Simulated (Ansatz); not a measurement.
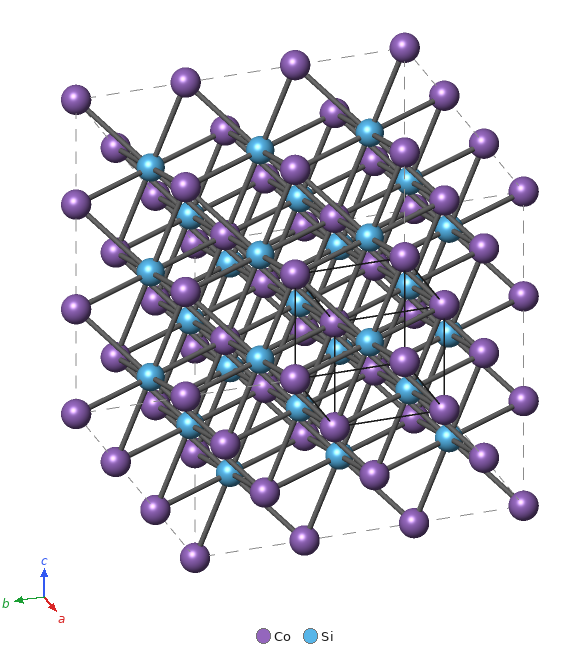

This ball-and-stick model is shown from a general direction. The solid frame is a single conventional unit cell within a 3×3×3 block.

CoSi, space group Pm-3m (No. 221), a = 2.78 Å, b = 2.78 Å, c = 2.78 Å, α = 90.00°, β = 90.00°, γ = 90.00°.

Level of theory and settings: DFT PBEsol, scalar-relativistic, plane waves, PAW (Ansatz), wavefunction cutoff 420 eV, an 18×18×18 grid in reciprocal space, Gaussian smearing of 0.15 eV, collinear spins. The state is ferromagnetic, in a cell of 2 atoms.

**Is it conducting or gapped at this level?**

A metal: bands cross the Fermi level.

**Under what pressure is the structure?**

The computed pressure is -6.5 GPa (stretched: it would shrink).

The model was built from a structure listed in the Materials Project. Earlier steps of the study may have refined or changed the cell and positions. A calculation with Ansatz used it as input.

At this level of theory the cell isn't at rest (stretched, at -6 GPa), so its distances can differ from those at equilibrium, the more so the softer the solid, and its magnetic state may change on relaxation.
